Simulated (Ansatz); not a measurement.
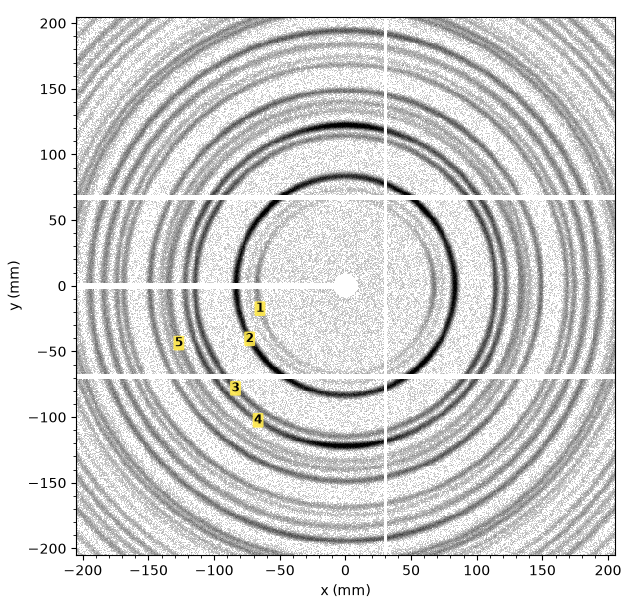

Simulated X-ray powder rings on a flat area detector normal to the beam: λ = 0.3100 Å, sample-to-detector distance 850 mm, axes in mm from the beam centre, for a sample with fibre texture (March–Dollase model, fibre axis vertical in the picture). Kinematic intensities with B = 0.3 Å² for all atoms, without absorption; brightness goes as intensity to the power 0.4, clipped at the top, with counting noise. Reflections closer than the ring width show as one ring.

The sample is Sb, space group R-3m, a = 4.346 Å, b = 4.346 Å, c = 11.759 Å, α = 90.00°, β = 90.00°, γ = 120.00°. Basis of the simulation: the end point of a relaxation at fixed volume with DFT r2SCAN, scalar-relativistic, plane waves, PAW (Ansatz).

Q: Give radius, d-spacing and indices of the numbered rings.

A:
```csv
ring,radius,2θ (°),d (Å),hkl
1,67.4 mm,4.53,3.92,003
2,83.4 mm,5.61,3.17,012
3,114.5 mm,7.67,2.32,104
4,122.2 mm,8.18,2.17,110
5,134.2 mm,8.97,1.995 + 1.960,015 + 006
```

Q: Which lattice planes lie preferentially normal to the fibre axis?

A: The (1 1 0) planes: ring 4 is concentrated at the top and bottom of the pattern (March parameter 0.45).
